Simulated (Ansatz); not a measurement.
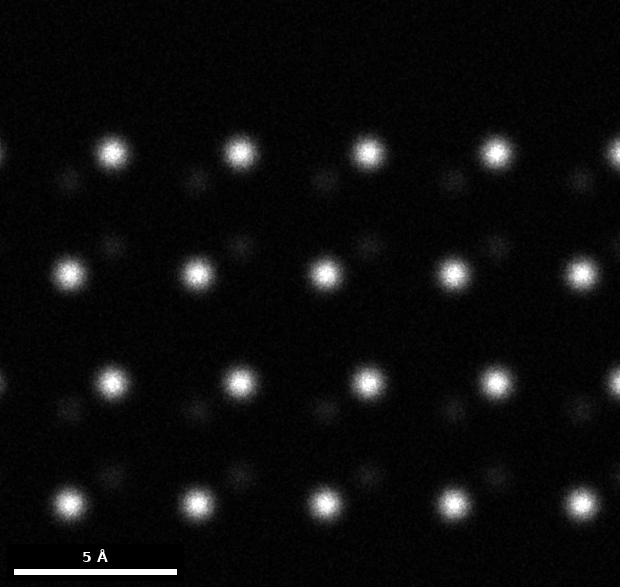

Cross-section of a (001) slab of MgTe (P6_3mc), seen along a direction in its plane, the normal pointing up. The image is simulated as a sum over atoms of Z^1.7, blurred by a 0.67 Å probe (no channelling). Shot noise was added. Structure used: the end point of a relaxation in a fixed cell with DFT PBEsol, scalar-relativistic, plane waves, PAW in Ansatz 0.2.0.

How many atomic planes does the slab have, and what do they hold from top to bottom?

8 planes (atoms within 0.35 Å in height count as one plane):

```tsv
plane	content	depth below the top plane (Å)
1	Te	0.0
2	Mg	0.8
3	Mg	2.9
4	Te	3.7
5	Te	7.1
6	Mg	7.9
7	Mg	10.0
8	Te	10.8
```

How thick is it, and how does it end on either side?

The outermost planes are 10.8 Å apart. The upper face ends in Te and the lower in Te, so the sequence of planes is the same from both sides.
